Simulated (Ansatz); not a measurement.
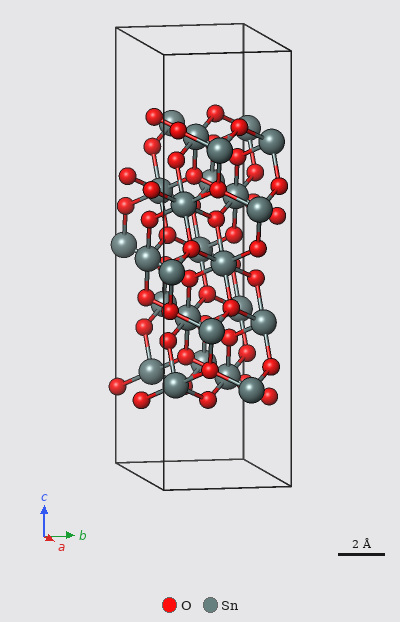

Fig. 1: The starting structure (ball-and-stick view of the 2 × 1 repeat of the cell, with the vacuum cut short, seen slightly off an axis). Near neighbours in the crystal (not all of them lie inside the picture): O has 2 Sn at 2.07 Å; Sn has 5 O at 2.07 Å; O has 3 Sn at 2.07 Å; Sn has 6 O at 2.07 Å.

## Run report: SnO2, geometry relaxation (part 1 of 3)

SnO2 (slab, 30 atoms in the cell), computed with DFT PBEsol, scalar-relativistic, plane waves, PAW, no spin polarisation (Ansatz 0.2.0).

The structure derives from an entry of the Crystallography Open Database.

## The input
```yaml
crystal:
  lattice:
    - [4.7689900193, 0.0, 0.0]
    - [0.0, 5.7498370074, 0.0]
    - [0.0, 0.0, 27.2884332683]
  atoms:
    - { symbol: O, position: [0.1937236166, 0.9772305519, 0.2748417224] }
    - { symbol: O, position: [0.3062763834, 0.4772305519, 0.2748417224] }
    - { symbol: Sn, position: [0.0, 0.6879260565, 0.3047430228] }
    - { symbol: Sn, position: [0.5, 0.1879260565, 0.3047430228] }
    - { symbol: O, position: [0.6937236166, 0.8986215612, 0.3346443232] }
    - { symbol: O, position: [0.8062763834, 0.3986215612, 0.3346443232] }
    - { symbol: O, position: [0.1937236166, 0.6651566084, 0.372470211] }
    - { symbol: O, position: [0.3062763834, 0.1651566084, 0.372470211] }
    - { symbol: Sn, position: [0.0, 0.3758521131, 0.4023715114] }
    - { symbol: Sn, position: [0.5, 0.8758521131, 0.4023715114] }
    - { symbol: O, position: [0.6937236166, 0.5865476177, 0.4322728118] }
    - { symbol: O, position: [0.8062763834, 0.0865476177, 0.4322728118] }
    - { symbol: O, position: [0.1937236166, 0.353082665, 0.4700986996] }
    - { symbol: O, position: [0.3062763834, 0.853082665, 0.4700986996] }
    - { symbol: Sn, position: [0.0, 0.0637781696, 0.5] }
    - { symbol: Sn, position: [0.5, 0.5637781696, 0.5] }
    - { symbol: O, position: [0.6937236166, 0.2744736743, 0.5299013004] }
    - { symbol: O, position: [0.8062763834, 0.7744736743, 0.5299013004] }
    - { symbol: O, position: [0.1937236166, 0.0410087215, 0.5677271882] }
    - { symbol: O, position: [0.3062763834, 0.5410087215, 0.5677271882] }
    - { symbol: Sn, position: [0.0, 0.7517042262, 0.5976284886] }
    - { symbol: Sn, position: [0.5, 0.2517042262, 0.5976284886] }
    - { symbol: O, position: [0.6937236166, 0.9623997308, 0.627529789] }
    - { symbol: O, position: [0.8062763834, 0.4623997308, 0.627529789] }
    - { symbol: O, position: [0.1937236166, 0.7289347781, 0.6653556768] }
    - { symbol: O, position: [0.3062763834, 0.2289347781, 0.6653556768] }
    - { symbol: Sn, position: [0.0, 0.4396302827, 0.6952569772] }
    - { symbol: Sn, position: [0.5, 0.9396302827, 0.6952569772] }
    - { symbol: O, position: [0.6937236166, 0.6503257874, 0.7251582776] }
    - { symbol: O, position: [0.8062763834, 0.1503257874, 0.7251582776] }
basis:
  ecutwfc: 420
kpoints:
  mp_grid: { grid: [6, 5, 1] }
hamiltonian:
  xc: pbesol
scf:
  occupations: { method: gaussian, width: 0.05 }
output:
  forces: true
  eigenvalues: true
  write_density: true
  write_potential: true
  elf: true
  volumetric_format: npy
relax:
  adjacent_minimum: "off"
  f_tol: 0.02
  max_steps: 60
efield:
  axis: 3
  dipole_correction: true
```

Machine: 4 threads of Intel Xeon @ 2.50GHz (Skylake/Cascade Lake), 64 GiB of memory available, shared host.

Launch command:
```bash
ansatz run input.yaml --threads 4 --pin off --max-ram 10240MiB --backend cpu --events-out ev --progress --plain --runs-dir out
```

## What the program printed
```
Engine: ansatz 0.2.0, x86_64-unknown-linux-gnu
Pseudopotentials: kind: paw
Pseudopotential: O, paw, valence charge 6, recommended cutoff 420 eV (normal), O.paw.azcp
Pseudopotential: Sn, paw, valence charge 14, recommended cutoff 420 eV (normal), Sn.paw.azcp
Functional definition: PBEsol
  exchange = pbesol_x
  correlation = pbesol_c
Crystal: 30 atoms, lattice volume = 748.274 Å³
Basis set: ecut = 420 eV, 14635 PW (Γ), exchange–correlation on 64×80×384 points (8 copies of the dense FFT grid, shifted against one another)
Bands: 160, of which v1, the nominal top of the filled ones, is band 130 counted from 1 (129 counted from 0)
Symmetry: 2 space group operations
k-points: 12 of 30 (time reversal used)
Non-local potential: O, projectors of the file, l = 0: 2, l = 1: 2, l = 2: 1
Non-local potential: Sn, projectors of the file, l = 0: 2, l = 1: 2, l = 2: 2, l = 3: 2
PAW form: soft (Blöchl's): semilocal exchange-correlation on the pseudo side does not see the compensation charge
PAW frozen core: O, regenerated for the run's functional, and the local potential with it (the file was generated under x = pbe(κ = 0.804, μ = 0.2195149727645171), c = pbe(β = 0.06672455060314922))
PAW frozen core: Sn, regenerated for the run's functional, and the local potential with it (the file was generated under x = pbe(κ = 0.804, μ = 0.2195149727645171), c = pbe(β = 0.06672455060314922))
PAW one-centre angular grid: O, 110 points (default); XC on 64 Gauss nodes
PAW one-centre angular grid: Sn, 590 points (default); XC on 64 Gauss nodes
Initial density: superposition of atomic densities (neutral atoms: chi_scale 0, normalization atom), corrected by the library's trained network
Initial wavefunctions: pseudopotential atomic-orbital guess
Functional: x = pbesol(κ = 0.804, μ = 0.12345679012345678), c = pbesol(β = 0.046)
SCF iter   1: F=—  HF=-70708.890305 eV  |F-HF|=—  |Δ(HF+E_count)|=         —  Δρ=1.17e-2  dr2=8.17e-1  ethr=1.77e-3  p=0.000 e·Å  D=5.62e-12 V/Å  ΔV_dip=-0.00 eV  dr2_dipole=1.77e-9  V_vac-E_F(+/−)=6.57/6.57 eV  ⟨swp⟩=7.0  Hψ=8316  notcnv=0  defer=153
efield: sawtooth ramp at fractional position 0.9500 (placed from the atoms, in the widest stretch of the axis that holds none; the zero of the levels goes with the place), width 0.1000; the density the first Hamiltonian is built on has a dipole p = 0.000 e·Å; the dipole correction subtracts the counter field D = 5.62e-12 V/Å, which shifts the + side's vacuum level by -0.00 eV against the − side's; the planar-averaged density in the ramp window peaks in size at 3.3e-5 e/Å³
preconditioner: auto → Resta (q_TF=auto, 2.288 Å⁻¹)  ε∞=2.4  [insulator: Δε(μ)=0.298 eV  Ē_g=18.399 eV  σ=0.050 eV  W_gap=1.00  n_scr=148 (ndim 8)  ℏωp=21.9 eV  f_vac=0.479  D(μ)=0.00/eV (n_scr^D=0)  ε∞_Penn≈2.4  vacuum switching on, ρ_ref=2.5e-2 e/Å³]
SCF iter   2: F=—  HF=-70708.706389 eV  |F-HF|=—  |Δ(HF+E_count)|=   1.84e-1  Δρ=4.03e-3  dr2=1.04e-1  ethr=3.14e-4  p=0.000 e·Å  D=7.34e-6 V/Å  ΔV_dip=-0.00 eV  dr2_dipole=4.34e-9  V_vac-E_F(+/−)=6.79/6.79 eV  ⟨swp⟩=2.2  Hψ=3053  notcnv=0  defer=300
SCF iter   3: F=—  HF=-70708.686104 eV  |F-HF|=—  |Δ(HF+E_count)|=   2.03e-2  Δρ=1.70e-3  dr2=2.07e-2  ethr=4.01e-5  p=-0.000 e·Å  D=-1.94e-7 V/Å  ΔV_dip=0.00 eV  dr2_dipole=8.71e-11  V_vac-E_F(+/−)=6.70/6.70 eV  ⟨swp⟩=2.0  Hψ=2463  notcnv=0  defer=300
SCF iter   4: F=—  HF=-70708.683654 eV  |F-HF|=—  |Δ(HF+E_count)|=   2.45e-3  Δρ=7.00e-4  dr2=3.27e-3  ethr=7.98e-6  p=0.000 e·Å  D=3.24e-7 V/Å  ΔV_dip=-0.00 eV  dr2_dipole=6.93e-12  V_vac-E_F(+/−)=6.71/6.71 eV  ⟨swp⟩=2.0  Hψ=2514  notcnv=0  defer=300
SCF iter   5: F=—  HF=-70708.683743 eV  |F-HF|=—  |Δ(HF+E_count)|=   8.90e-5  Δρ=2.75e-4  dr2=4.82e-4  ethr=1.26e-6  p=0.000 e·Å  D=1.33e-6 V/Å  ΔV_dip=-0.00 eV  dr2_dipole=2.09e-10  V_vac-E_F(+/−)=6.71/6.71 eV  ⟨swp⟩=2.4  Hψ=3393  notcnv=0  defer=300
SCF iter   6: F=—  HF=-70708.683862 eV  |F-HF|=—  |Δ(HF+E_count)|=   1.19e-4  Δρ=1.24e-4  dr2=1.00e-4  ethr=1.85e-7  p=-0.000 e·Å  D=-2.78e-6 V/Å  ΔV_dip=0.00 eV  dr2_dipole=1.72e-9  V_vac-E_F(+/−)=6.70/6.70 eV  ⟨swp⟩=2.0  Hψ=2368  notcnv=0  defer=300
SCF iter   7: F=-70708.683866 eV  HF=-70708.683864 eV  |F-HF|=1.07e-6  |Δ(HF+E_count)|=   2.31e-6  Δρ=2.37e-5  dr2=4.03e-6  ethr=3.85e-9  p=0.000 e·Å  D=2.33e-6 V/Å  ΔV_dip=-0.00 eV  dr2_dipole=1.00e-9  V_vac-E_F(+/−)=6.70/6.70 eV  ⟨swp⟩=27.1  Hψ=23836  notcnv=0
SCF 1 converged in 7 iterations: F = -70708.683866 eV  dr2 = 4.03e-6
  greatest PAW one-centre occupation: 0.996 electrons in one spin orbital (limit 2), on the Sn atom at site 15 (counted from 0), in its partial waves of l = 2
relax step   1: F+E_penalty+E_count = -70708.68386555 eV  Δ(F+E_penalty+E_count) = +0.000e0 eV  max|allowed force component| = 2.703e0 eV/Å  Δτ_max = 0.0000 Å  (7 SCF iters, dr2 threshold 1.00e-5 eV, accepted)
Initial density: handed on by an earlier stage of this run
Initial wavefunctions: those handed on with the density
iter 1 solved again at ethr=3.81e-4 eV; its pass at ethr=3.10e-3 eV (dr2=9.92e-1 eV) is discarded
SCF iter   1: F=—  HF=-70710.149324 eV  |F-HF|=—  |Δ(HF+E_count)|=         —  Δρ=1.36e-2  dr2=9.89e-1  ethr=3.81e-4  p=0.000 e·Å  D=2.33e-6 V/Å  ΔV_dip=-0.00 eV  dr2_dipole=1.13e-9  V_vac-E_F(+/−)=6.70/6.70 eV  ⟨swp⟩=1.4  Hψ=7248  notcnv=0  defer=295
efield: sawtooth ramp at fractional position 0.9500 (handed on by an earlier solve), width 0.1000; the density the first Hamiltonian is built on has a dipole p = 0.000 e·Å; the dipole correction subtracts the counter field D = 2.33e-6 V/Å, which shifts the + side's vacuum level by -0.00 eV against the − side's; the planar-averaged density in the ramp window peaks in size at 2.0e-6 e/Å³
preconditioner: auto → Resta (q_TF=auto, 2.288 Å⁻¹)  ε∞=2.4  [insulator: Δε(μ)=0.705 eV  Ē_g=18.476 eV  σ=0.050 eV  W_gap=1.00  n_scr=148 (ndim 8)  ℏωp=21.9 eV  f_vac=0.485  D(μ)=0.00/eV (n_scr^D=0)  ε∞_Penn≈2.4  vacuum switching on, ρ_ref=2.5e-2 e/Å³]
SCF iter   2: F=—  HF=-70709.837428 eV  |F-HF|=—  |Δ(HF+E_count)|=   3.12e-1  Δρ=6.75e-3  dr2=2.18e-1  ethr=3.80e-4  p=-0.000 e·Å  D=-3.32e-6 V/Å  ΔV_dip=0.00 eV  dr2_dipole=5.59e-10  V_vac-E_F(+/−)=6.89/6.89 eV  ⟨swp⟩=2.0  Hψ=2291  notcnv=0  defer=295
SCF iter   3: F=—  HF=-70709.779465 eV  |F-HF|=—  |Δ(HF+E_count)|=   5.80e-2  Δρ=2.88e-3  dr2=5.94e-2  ethr=8.38e-5  p=0.000 e·Å  D=7.52e-6 V/Å  ΔV_dip=-0.00 eV  dr2_dipole=9.61e-9  V_vac-E_F(+/−)=6.99/6.99 eV  ⟨swp⟩=2.1  Hψ=2707  notcnv=0  defer=296
SCF iter   4: F=—  HF=-70709.768350 eV  |F-HF|=—  |Δ(HF+E_count)|=   1.11e-2  Δρ=8.14e-4  dr2=4.04e-3  ethr=2.28e-5  p=-0.000 e·Å  D=-4.54e-6 V/Å  ΔV_dip=0.00 eV  dr2_dipole=1.66e-9  V_vac-E_F(+/−)=7.00/7.00 eV  ⟨swp⟩=2.0  Hψ=2719  notcnv=0  defer=296
SCF iter   5: F=—  HF=-70709.768153 eV  |F-HF|=—  |Δ(HF+E_count)|=   1.98e-4  Δρ=2.18e-4  dr2=3.59e-4  ethr=1.55e-6  p=0.000 e·Å  D=2.52e-6 V/Å  ΔV_dip=-0.00 eV  dr2_dipole=1.51e-9  V_vac-E_F(+/−)=7.00/7.00 eV  ⟨swp⟩=2.2  Hψ=2899  notcnv=0  defer=297
SCF iter   6: F=—  HF=-70709.768193 eV  |F-HF|=—  |Δ(HF+E_count)|=   4.03e-5  Δρ=1.42e-4  dr2=1.58e-4  ethr=1.38e-7  p=-0.000 e·Å  D=-3.53e-6 V/Å  ΔV_dip=0.00 eV  dr2_dipole=1.10e-9  V_vac-E_F(+/−)=7.00/7.00 eV  ⟨swp⟩=2.6  Hψ=2769  notcnv=0  defer=297
SCF iter   7: F=-70709.768183 eV  HF=-70709.768187 eV  |F-HF|=4.05e-6  |Δ(HF+E_count)|=   5.64e-6  Δρ=4.91e-5  dr2=1.55e-5  ethr=3.85e-8  p=-0.000 e·Å  D=-7.93e-7 V/Å  ΔV_dip=0.00 eV  dr2_dipole=5.78e-13  V_vac-E_F(+/−)=7.00/7.00 eV  ⟨swp⟩=27.8  Hψ=24120  notcnv=0
SCF 2 converged in 7 iterations: F = -70709.768183 eV  dr2 = 1.55e-5
[... from here on the iterations of each SCF are left out, up to the last one ...]
relax step   2: F+E_penalty+E_count = -70709.76818328 eV  Δ(F+E_penalty+E_count) = -1.084e0 eV  max|allowed force component| = 7.162e-1 eV/Å  Δτ_max = 0.1725 Å  (7 SCF iters, dr2 threshold 1.00e-4 eV, accepted)
efield: sawtooth ramp at fractional position 0.9500 (handed on by an earlier solve), width 0.1000; the density the first Hamiltonian is built on has a dipole p = -0.000 e·Å; the dipole correction subtracts the counter field D = -7.93e-7 V/Å, which shifts the + side's vacuum level by +0.00 eV against the − side's; the planar-averaged density in the ramp window peaks in size at 3.2e-6 e/Å³
preconditioner: auto → Resta (q_TF=auto, 2.288 Å⁻¹)  ε∞=2.4  [insulator: Δε(μ)=0.763 eV  Ē_g=18.512 eV  σ=0.050 eV  W_gap=1.00  n_scr=148 (ndim 8)  ℏωp=21.9 eV  f_vac=0.482  D(μ)=0.00/eV (n_scr^D=0)  ε∞_Penn≈2.4  vacuum switching on, ρ_ref=2.5e-2 e/Å³]
SCF 3 converged in 6 iterations: F = -70709.928876 eV  dr2 = 5.73e-6
relax step   3: F+E_penalty+E_count = -70709.92887619 eV  Δ(F+E_penalty+E_count) = -1.607e-1 eV  max|allowed force component| = 1.981e-1 eV/Å  Δτ_max = 0.0521 Å  (6 SCF iters, dr2 threshold 3.21e-5 eV, accepted)
efield: sawtooth ramp at fractional position 0.9500 (handed on by an earlier solve), width 0.1000; the density the first Hamiltonian is built on has a dipole p = -0.000 e·Å; the dipole correction subtracts the counter field D = -2.94e-7 V/Å, which shifts the + side's vacuum level by +0.00 eV against the − side's; the planar-averaged density in the ramp window peaks in size at 3.7e-6 e/Å³
preconditioner: auto → Resta (q_TF=auto, 2.288 Å⁻¹)  ε∞=2.4  [insulator: Δε(μ)=0.738 eV  Ē_g=18.501 eV  σ=0.050 eV  W_gap=1.00  n_scr=148 (ndim 8)  ℏωp=21.9 eV  f_vac=0.483  D(μ)=0.00/eV (n_scr^D=0)  ε∞_Penn≈2.4  vacuum switching on, ρ_ref=2.5e-2 e/Å³]
SCF 4 converged in 7 iterations: F = -70709.947572 eV  dr2 = 7.35e-7
relax step   4: F+E_penalty+E_count = -70709.94757184 eV  Δ(F+E_penalty+E_count) = -1.870e-2 eV  max|allowed force component| = 1.147e-1 eV/Å  Δτ_max = 0.0486 Å  (7 SCF iters, dr2 threshold 2.76e-6 eV, accepted)
efield: sawtooth ramp at fractional position 0.9500 (handed on by an earlier solve), width 0.1000; the density the first Hamiltonian is built on has a dipole p = 0.000 e·Å; the dipole correction subtracts the counter field D = 3.19e-7 V/Å, which shifts the + side's vacuum level by -0.00 eV against the − side's; the planar-averaged density in the ramp window peaks in size at 4.6e-6 e/Å³
preconditioner: auto → Resta (q_TF=auto, 2.288 Å⁻¹)  ε∞=2.4  [insulator: Δε(μ)=0.784 eV  Ē_g=18.513 eV  σ=0.050 eV  W_gap=1.00  n_scr=148 (ndim 8)  ℏωp=21.9 eV  f_vac=0.484  D(μ)=0.00/eV (n_scr^D=0)  ε∞_Penn≈2.4  vacuum switching on, ρ_ref=2.5e-2 e/Å³]
SCF 5 converged in 6 iterations: F = -70709.955381 eV  dr2 = 9.53e-7
  greatest PAW one-centre occupation: 0.997 electrons in one spin orbital (limit 2), on the Sn atom at site 21 (counted from 0), in its partial waves of l = 2
relax step   5: F+E_penalty+E_count = -70709.95538059 eV  Δ(F+E_penalty+E_count) = -7.809e-3 eV  max|allowed force component| = 3.497e-2 eV/Å  Δτ_max = 0.0220 Å  (6 SCF iters, dr2 threshold 1.01e-6 eV, accepted)
SCF iter   1: F=—  HF=-70709.956478 eV  |F-HF|=—  |Δ(HF+E_count)|=         —  Δρ=4.68e-4  dr2=1.16e-3  ethr=4.09e-6  p=0.000 e·Å  D=1.96e-7 V/Å  ΔV_dip=-0.00 eV  dr2_dipole=8.91e-12  V_vac-E_F(+/−)=6.90/6.90 eV  ⟨swp⟩=2.0  Hψ=3329  notcnv=0  defer=292
efield: sawtooth ramp at fractional position 0.9500 (handed on by an earlier solve), width 0.1000; the density the first Hamiltonian is built on has a dipole p = 0.000 e·Å; the dipole correction subtracts the counter field D = 1.96e-7 V/Å, which shifts the + side's vacuum level by -0.00 eV against the − side's; the planar-averaged density in the ramp window peaks in size at 4.7e-6 e/Å³
preconditioner: auto → Resta (q_TF=auto, 2.288 Å⁻¹)  ε∞=2.4  [insulator: Δε(μ)=0.753 eV  Ē_g=18.506 eV  σ=0.050 eV  W_gap=1.00  n_scr=148 (ndim 8)  ℏωp=21.9 eV  f_vac=0.484  D(μ)=0.00/eV (n_scr^D=0)  ε∞_Penn≈2.4  vacuum switching on, ρ_ref=2.5e-2 e/Å³]
SCF iter   2: F=—  HF=-70709.956195 eV  |F-HF|=—  |Δ(HF+E_count)|=   2.83e-4  Δρ=2.49e-4  dr2=3.60e-4  ethr=4.46e-7  p=-0.000 e·Å  D=-3.12e-7 V/Å  ΔV_dip=0.00 eV  dr2_dipole=5.03e-12  V_vac-E_F(+/−)=6.91/6.91 eV  ⟨swp⟩=2.0  Hψ=2942  notcnv=0  defer=292
SCF iter   3: F=—  HF=-70709.956132 eV  |F-HF|=—  |Δ(HF+E_count)|=   6.28e-5  Δρ=1.53e-4  dr2=1.55e-4  ethr=1.38e-7  p=0.000 e·Å  D=1.75e-9 V/Å  ΔV_dip=-0.00 eV  dr2_dipole=1.07e-12  V_vac-E_F(+/−)=6.91/6.91 eV  ⟨swp⟩=2.0  Hψ=2436  notcnv=0  defer=292
SCF iter   4: F=—  HF=-70709.956098 eV  |F-HF|=—  |Δ(HF+E_count)|=   3.37e-5  Δρ=2.67e-5  dr2=2.64e-6  ethr=5.96e-8  p=-0.000 e·Å  D=-6.12e-8 V/Å  ΔV_dip=0.00 eV  dr2_dipole=2.95e-14  V_vac-E_F(+/−)=6.91/6.91 eV  ⟨swp⟩=2.0  Hψ=2420  notcnv=0  defer=292
SCF iter   5: F=—  HF=-70709.956132 eV  |F-HF|=—  |Δ(HF+E_count)|=   3.33e-5  Δρ=1.13e-5  dr2=6.94e-7  ethr=1.01e-9  p=-0.000 e·Å  D=-1.01e-7 V/Å  ΔV_dip=0.00 eV  dr2_dipole=8.83e-14  V_vac-E_F(+/−)=6.91/6.91 eV  ⟨swp⟩=3.6  Hψ=4068  notcnv=0  defer=292
SCF iter   6: F=-70709.956131 eV  HF=-70709.956131 eV  |F-HF|=8.96e-9  |Δ(HF+E_count)|=   7.34e-8  Δρ=2.81e-6  dr2=3.85e-8  ethr=3.85e-11  p=-0.000 e·Å  D=-1.57e-7 V/Å  ΔV_dip=0.00 eV  dr2_dipole=2.31e-14  V_vac-E_F(+/−)=6.91/6.91 eV  ⟨swp⟩=18.0  Hψ=17818  notcnv=0
SCF 6 converged in 6 iterations: F = -70709.956131 eV  dr2 = 3.85e-8
relax step   6: F+E_penalty+E_count = -70709.95613149 eV  Δ(F+E_penalty+E_count) = -7.509e-4 eV  max|allowed force component| = 4.777e-3 eV/Å  Δτ_max = 0.0038 Å  (6 SCF iters, accepted)
```

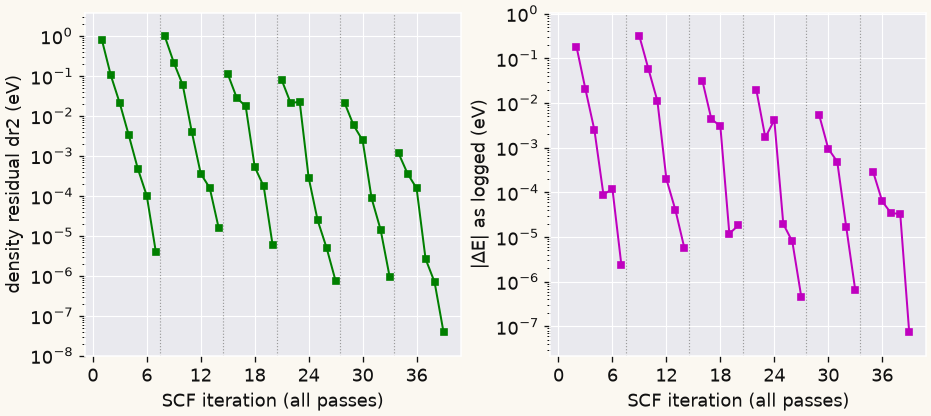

Fig. 2: Convergence of the self-consistent field: density residual dr2 and size of the energy change against the SCF iteration. The dotted lines part the SCF passes of the relaxation: geometry steps, rejected trials and re-solves on a re-selected basis. The 6 passes take 6 to 7 iterations each, 39 in all.

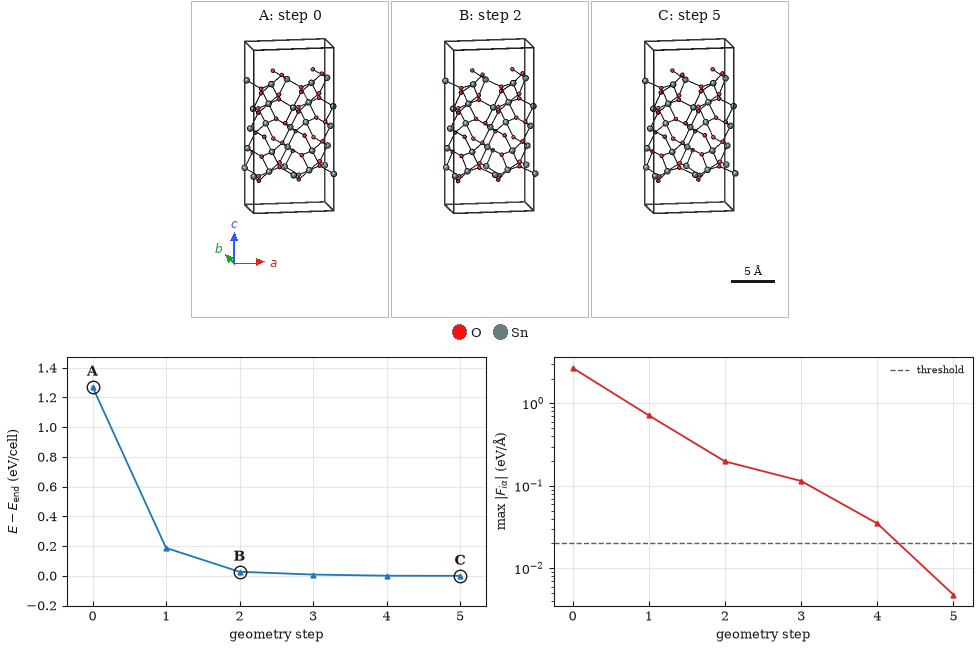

Fig. 3: Frames of the relaxation (ball-and-stick view of the 2 × 1 repeat of the cell, with the vacuum cut short (origin shifted), seen slightly off an axis) above the curves, on which the letters mark them (the first geometry is step 0 here and step 1 in the log).
